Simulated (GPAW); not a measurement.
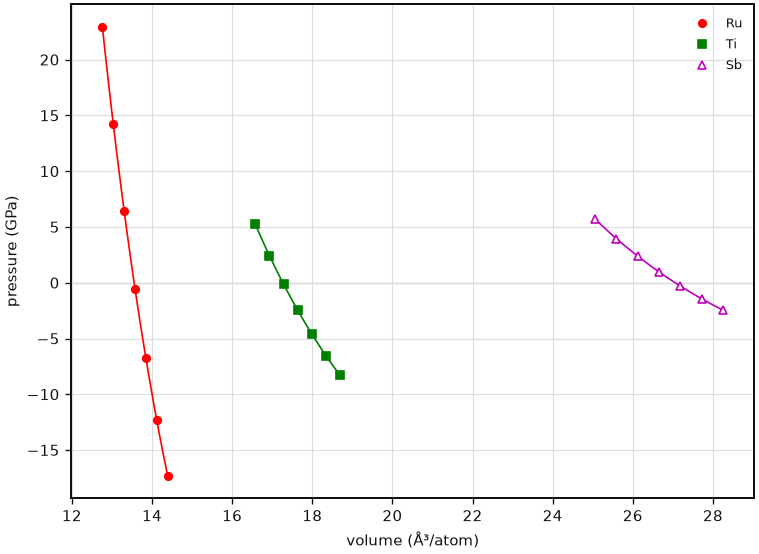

The plot gives the computed pressure against volume, with one curve for each element, for Ru, Sb and Ti (all in space group P6_3/mmc (No. 194)).

How it was computed, with GPAW 26.7.0: PAW DFT in plane waves, on a grid or in atomic orbitals, no spin polarisation; energies at scaled volumes of the given cell, shape and fractions fixed, counted from the fit's minimum, third-order Birch-Murnaghan fit. Level: r2SCAN.

- occupations: Fermi–Dirac
- smearing width: 0.05 eV
- potentials: GPAW PAW data sets (gpaw data 1.2.1)
- wave cutoff: 600 eV

Settings that differ: Ru: k mesh 9×9×5; Ti: k mesh 8×8×5; Sb: k mesh 7×7×4.

Q: Order the curves by fitted equilibrium volume, smallest first.

A: Ru 13.564, Ti 17.378, Sb 27.075 Å³/atom.

Q: Order the curves by fitted bulk modulus, smallest first.

A: Sb 62.5, Ti 118.3, Ru 331.1 GPa.

Q: For Ru: read off the course of the pressure.

A: It falls from 22.94 GPa at volume 12.76 Å³/atom to −17.29 GPa at 14.39 Å³/atom, and changes sign near 13.55 Å³/atom.

Q: For Ti: what does the pressure do across the range?

A: It falls from 5.23 GPa at volume 16.58 Å³/atom to −8.31 GPa at 18.69 Å³/atom, and changes sign near 17.26 Å³/atom.

Q: For Sb: how does the pressure vary with volume?

A: It falls from 5.73 GPa at volume 25.05 Å³/atom to −2.46 GPa at 28.25 Å³/atom, and changes sign near 27.06 Å³/atom.

Limits of the calculation: the fit and the printed pressures don't fully agree, or the minimum lies near the end of the range; shape and atomic fractions are frozen while scaling, which makes layered, chain and framework solids too stiff.
